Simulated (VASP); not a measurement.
The calculation's input:

```
SYSTEM = InSb
PREC = Accurate ; ENCUT = 520
EDIFF = 1E-6 ; ISMEAR = 1
SIGMA = 0.1 ; LREAL = .FALSE.
LASPH = .TRUE. ; NELM = 60
ALGO = Fast ; ISIF = 2
LWAVE = .FALSE. ; LCHARG = .TRUE.
LDIPOL = .TRUE. ; IDIPOL = 3
DIPOL = 0.5 0.5 0.500 ; GGA = PS
LVHAR = .TRUE. ; LVACPOTAV = .TRUE.
KPAR = 8
```

Launched as:

```sh
cat potpaw_PBE.64/In_d/POTCAR potpaw_PBE.64/Sb/POTCAR > POTCAR
mpirun -np 8 vasp_std > vasp.out
```

Not relaxed (largest force 1.1 eV/Å).

Theory: Kohn-Sham DFT of a periodic cell, PBEsol, VASP PAW PBE potentials, recommended in VASP 6.6.1.

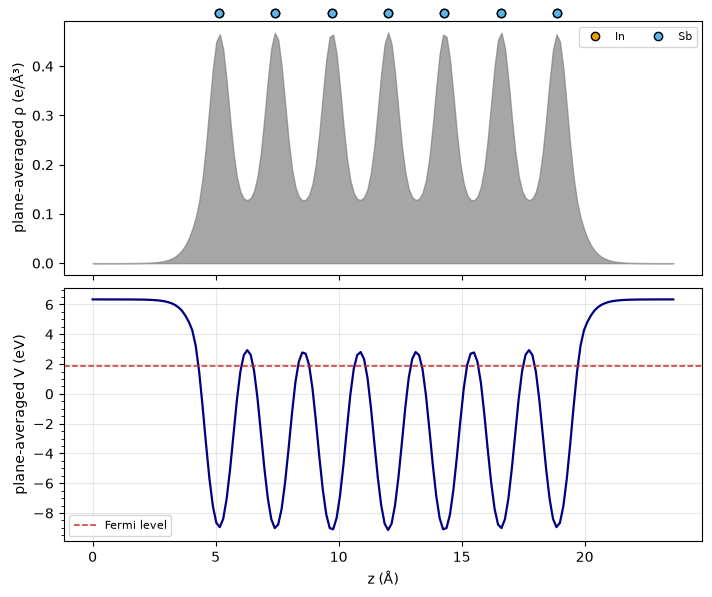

InSb (slab). Plane average of the electrostatic potential energy of an electron and of the valence pseudo-density across the slab. Circles mark the heights of the atoms.

In a PAW calculation such maps are meaningful between the atoms, not at the nuclei.

How far above the Fermi level of the calculation is the vacuum level?

Answer. 4.4 eV.

How thick is the slab, and how wide the vacuum?

Answer. The outermost nuclei are 13.7 Å apart, in 7 atomic planes; the vacuum between periodic images is 10.0 Å wide.
